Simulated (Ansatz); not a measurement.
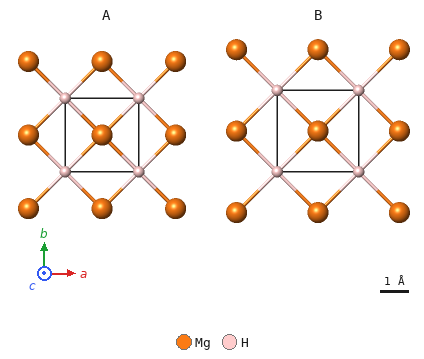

Two geometries of crystalline MgH (a generated structure, set up in P4/mmm) (coarse preliminary run), drawn at one scale. One is the start of a relaxation, the other its converged end. The picture is a ball-and-stick view of the cell of the calculation, seen along the c axis.

Theory: DFT PBE, scalar-relativistic, plane waves, PAW (Ansatz). Settings: plane-wave cutoff 420 eV; k-point mesh 6 × 6 × 6; occupations gaussian; smearing width 0.1 eV; no spin polarisation; cell and atoms relaxed; force threshold 0.04 eV/Å; at most 70 steps.

Which geometry has the lower energy?

Structure B is the relaxed one. No atom moves by more than 0.005 Å relative to the cell. The volume changes by +23.8 %, with a = b 2.689 → 2.976 Å (+10.7 %), c 3.151 → 3.186 Å (+1.1 %). Near-neighbour distances that change, for instance: Mg–Mg 2.689 → 2.976 Å, H–Mg 1.901 → 2.104 Å. The space group stays P4/mmm (No. 123). Over 4 accepted moves (6 points after the start) the energy falls by 154 meV per atom. All forces vanish by symmetry, so only the cell relaxes. The pressure goes from 15.01 to 0.06 GPa. At 2 points the geometry stayed and the basis and grid were re-selected for the new cell (energy shift of 2.5 meV per atom at most each time).

Limits of the set-up: the k-point mesh is coarse for a cell with partly filled bands.
